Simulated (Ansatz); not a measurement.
System: Zr₂N, space group P4_2/mnm (No. 136).

The given structure:
```
CELL_PARAMETERS angstrom
5.41705 0.00000 0.00000
0.00000 5.41705 0.00000
0.00000 0.00000 3.30044
ATOMIC_POSITIONS crystal
Zr 0.29657 0.29657 0.00000
Zr 0.70343 0.70343 0.00000
Zr 0.79657 0.20343 0.50000
Zr 0.20343 0.79657 0.50000
N 0.00000 0.00000 0.00000
N 0.50000 0.50000 0.50000
```

One of the inputs:
```
crystal:
  lattice:
    - [5.3623310064, 0.0, 0.0]
    - [0.0, 5.3623310064, 0.0]
    - [0.0, 0.0, 3.2671043787]
  atoms:
    - { symbol: Zr, position: [0.2965720819, 0.2965720819, 0.0] }
    - { symbol: Zr, position: [0.7034279181, 0.7034279181, 0.0] }
    - { symbol: Zr, position: [0.7965720819, 0.2034279181, 0.5] }
    - { symbol: Zr, position: [0.2034279181, 0.7965720819, 0.5] }
    - { symbol: "N", position: [0.0, 0.0, 0.0] }
    - { symbol: "N", position: [0.5, 0.5, 0.5] }
basis:
  ecutwfc: 500
kpoints:
  mp_grid: { grid: [8, 8, 10] }
hamiltonian:
  xc: r2scan
scf:
  occupations: { method: gaussian, width: 0.1 }
output:
  forces: true
  stress: true
  eigenvalues: true
relax:
  adjacent_minimum: "off"
  f_tol: 0.01
  max_steps: 30
  cell: { stress_tol: 0.1, fix: [volume] }
```

Launched with:
```bash
ansatz run input.yaml --threads 1 --pin off --max-ram 2560MiB --backend cpu --events-out ev --progress --plain --runs-dir out
```

How it was computed, with Ansatz 0.2.0: third-order Birch-Murnaghan fit to density functional energies at scaled volumes of the given relaxed cell, shape and atoms relaxed at each volume; energies count from the fitted minimum; plane waves with PAW datasets, Γ-centred k mesh. Level: r2SCAN, no spin polarisation.

- wave cutoff: 500 eV
- k mesh: 8×8×10
- occupations: Gaussian
- smearing width: 0.1 eV

Describe the result: the energy above the minimum and pressure against volume. The volume takes the values 14.205, 14.689, 15.173, 15.657, 16.142, 16.626, 17.110 Å³/atom.

A third-order Birch–Murnaghan fit gives V0 = 16.14 Å³/atom, B0 = 183 GPa and B′ = 4.0. The energy above the minimum is 164.6 meV/atom at volume 14.205 Å³/atom and 30.0 meV/atom at 17.110 Å³/atom; the lowest computed point is at volume 16.142 Å³/atom (0.0 meV/atom). The pressure falls from 30.16 GPa at volume 14.205 Å³/atom to −9.43 GPa at 17.110 Å³/atom, and changes sign near 16.14 Å³/atom. The solid is metallic at every point.

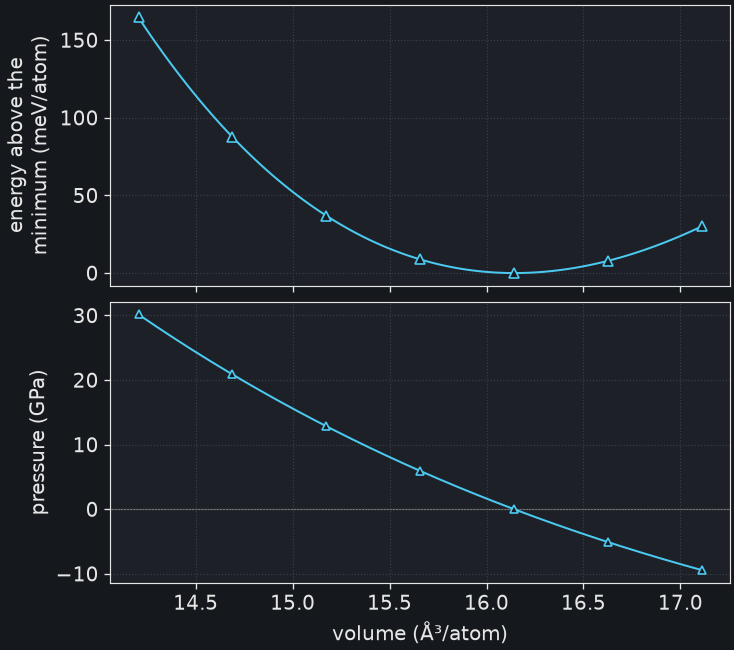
